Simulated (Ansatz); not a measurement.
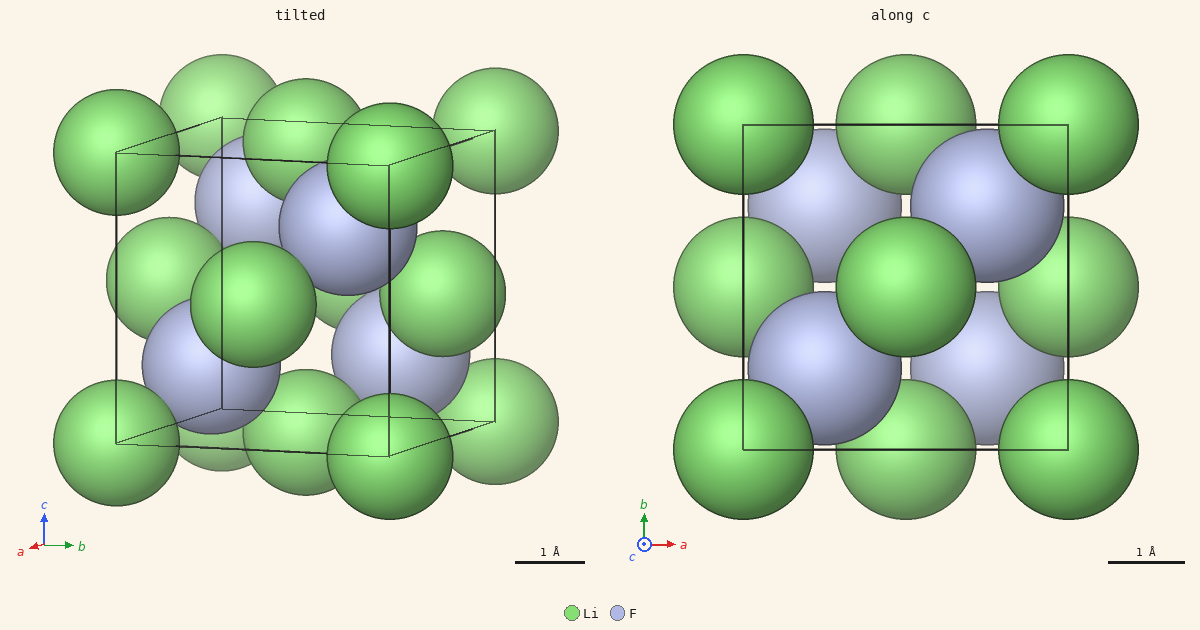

This space-filling model is shown slightly off an axis and along the c axis. The frame is the conventional unit cell; atoms at its boundary are shown with their periodic copies.

LiF, zinc blende (sphalerite type), space group F-43m (No. 216), a = 4.289 Å, b = 4.289 Å, c = 4.289 Å, α = 90.00°, β = 90.00°, γ = 90.00°. The initial geometry was a structure type filled with these elements by a generator (whether the compound takes this form wasn't checked). Earlier steps of the study may have refined or changed the cell and positions. A calculation with Ansatz used it as input.

This one geometry was computed with Ansatz (DFT, plane waves, PAW) at six levels of theory: LDA, PBE0, HSE06, PBE, r2SCAN and LC-wPBE. It was relaxed beforehand with r2SCAN.

**Which level gives the highest pressure at this volume, and what does that say about its equilibrium volume?**

Highest: PBE (3.0 GPa), which points to the largest equilibrium volume. Lowest, with the smallest volume: LDA (-3.4 GPa). Levels within 0.5 GPa of each other can't be told apart.

**How does the band gap change with the level of theory?**

LDA: a gap of 7.62 eV, direct; PBE: a gap of 7.93 eV, direct; r2SCAN: a gap of 8.66 eV, direct; HSE06: a gap of 10.11 eV, direct; PBE0: a gap of 10.88 eV, direct; LC-wPBE: a gap of 15.81 eV, direct.

**Collect the results in a table.**

| level | cutoff (eV) | k-mesh of the run's cell | gap (eV) | pressure (GPa) |
| --- | --- | --- | --- | --- |
| LDA | 420 | 10×10×10 | 7.62 | -3.4 |
| PBE0 | 420 | 8×8×8 | 10.88 | 0.8 |
| HSE06 | 420 | 8×8×8 | 10.11 | 0.8 |
| PBE | 420 | 10×10×10 | 7.93 | 3.0 |
| r2SCAN | 500 | 10×10×10 | 8.66 | 0.0 |
| LC-wPBE | 420 | 8×8×8 | 15.81 | 2.0 |

Gaps are taken on the k-mesh or band path of each run.
